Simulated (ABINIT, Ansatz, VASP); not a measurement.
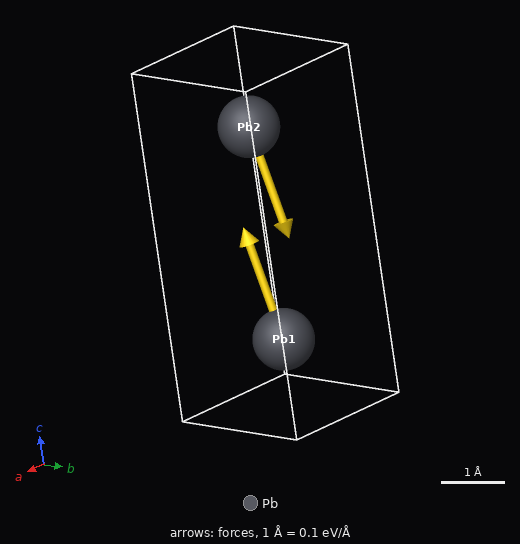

Pb (2 atoms) with its atoms moved off their places at random, by some hundredths of an ångström. The arrows are the forces from Ansatz (Ansatz PAW soft_1). The parent cell is a structure listed in the Materials Project. This isn't the form of Pb at room conditions, which is fcc.

```
Pb
1.0
     3.03861   -1.75032    0.00000
     3.03861    1.75032    0.00000
    -2.11546    0.00000    6.09522
Pb
2
Direct
  0.89920 0.91261 0.72889
  0.09341 0.08248 0.27147
```

The same cell was run in three programs or potential sets. Alike in all runs: functional PBE; k mesh 9 × 9 × 5 on the run's cell of 2 atoms; occupations fermi-dirac, width 0.05 eV; no spin polarisation; no spin-orbit coupling. The table gives the Cartesian components of the force on Pb1; with the net force removed, that on Pb2 is equal and opposite.

| program | Fx on Pb1 (eV/Å) | Fy on Pb1 (eV/Å) | Fz on Pb1 (eV/Å) |
| --- | --- | --- | --- |
| Ansatz (Ansatz PAW soft_1) | 0.029 | -0.010 | -0.142 |
| ABINIT (JTH PAW PBE v2.0) | 0.029 | -0.010 | -0.140 |
| VASP (PBE potentials, release 64 Pb_d) | ? | ? | ? |

Estimate the row of VASP (PBE potentials, release 64 Pb_d).

Answer. (0.029, -0.010, -0.143) eV/Å on Pb1. The medians of the other rows are 0.029, -0.010, -0.141 eV/Å.

How well do the programs agree?

Answer. The size of the force spans 0.143 to 0.146 eV/Å. Against the median force vectors, the rows deviate by 0.001 eV/Å rms or less as a rule and by 0.003 eV/Å at most. With one functional throughout, the spread comes from potentials, basis sets and numerical settings. Deviations count direction as well as size.

Caveat: spin-orbit coupling matters for Pb, in volumes and forces too.
